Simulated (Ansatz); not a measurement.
# SrTiO3: what the fields show

The calculation's input:

```
crystal:
  lattice:
    - [-2.7555, 2.7555, 3.898]
    - [2.7555, -2.7555, 3.898]
    - [2.7555, 2.7555, -3.898]
  atoms:
    - { symbol: Sr, position: [0.75, 0.25, 0.5] }
    - { symbol: Sr, position: [0.25, 0.75, 0.5] }
    - { symbol: Ti, position: [0.0, 0.0, 0.0] }
    - { symbol: Ti, position: [0.5, 0.5, 0.0] }
    - { symbol: O, position: [0.25, 0.25, 0.0] }
    - { symbol: O, position: [0.75, 0.75, 0.0] }
    - { symbol: O, position: [0.7451, 0.2451, 0.9902] }
    - { symbol: O, position: [0.2451, 0.2549, 0.5] }
    - { symbol: O, position: [0.2549, 0.7549, 0.0098] }
    - { symbol: O, position: [0.7549, 0.7451, 0.5] }
basis:
  ecutwfc: 420
kpoints:
  mp_grid: { grid: [8, 8, 8] }
hamiltonian:
  xc: pbesol
scf:
  occupations: { method: gaussian, width: 0.02 }
output:
  forces: true
  stress: true
  eigenvalues: true
  write_density: true
  write_potential: true
  elf: true
  volumetric_format: npy
relax:
  adjacent_minimum: "off"
  f_tol: 0.005
  max_steps: 80
  cell: { stress_tol: 0.05 }
```

Command:

```sh
ansatz run input.yaml --threads 2 --pin off --max-ram 5120MiB --backend cpu --events-out ev --progress --plain --runs-dir out
```

Below, planes, directions and counts refer to the conventional cell (a = 5.49 Å, b = 5.49 Å, c = 7.81 Å, α = 90.00°, β = 90.00°, γ = 90.00°).

The fields are those of the relaxed geometry.

Space group I4/mcm; computed without spin polarisation.

Method: DFT PBEsol, scalar-relativistic, plane waves, PAW in Ansatz 0.2.0.

Core electrons are frozen (PAW), and the valence fields are smoothed inside the atomic spheres.

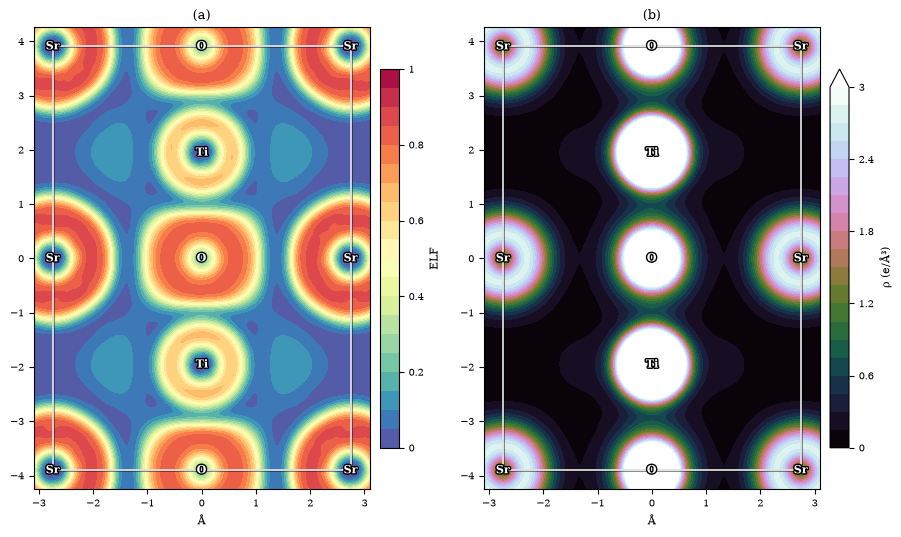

Figure 1. (a) ELF; (b) valence charge density (pseudo) on the (010) plane of the conventional cell.

What does the map show?

Answer.
- The section cuts through Sr, Ti and O sites.
- Ti–O (1.95 Å): the density is about 0.71 e/Å³ at the midpoint; the ELF peaks at about 0.80 in the valence shell of O, 0.6 Å from its nucleus, and is about 0.20 at the midpoint: no shared electron pair shows on this line.
- Sr–O (2.74 Å): ρ is about 0.15 e/Å³ halfway; the ELF is about 0.05 at the midpoint; a largely ionic contact.
- Between the atoms the lowest density in this plane is 0.04 e/Å³.
- The features right at Sr and Ti lie inside the PAW spheres, where the map follows smoothed inner orbitals and isn't to be read closely.

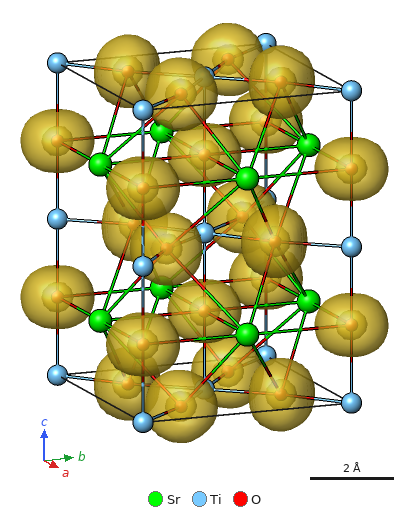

Figure 2. Isosurface of the ELF at 0.7 (yellow), seen slightly off an axis. Core shells and regions of very low density are left out. Sticks mark near contacts.

Identify the bonds, lone pairs and shells in this picture.

Answer. The ELF exceeds this value in twelve regions wrapped around O (the valence shell of each), counted in one cell of 20 atoms. Any copies at cell faces, edges or corners count once. Along the contacts the grid gives the following. Sr–O (2.62 Å): the ELF is about 0.05 at the midpoint (an ionic contact with no shared pair).

Metal or insulator at this level of theory?

Answer. It is gapped, with a Kohn–Sham gap of 2.0 eV on the k-point mesh (the band edges may lie off the mesh, which would make the gap smaller).
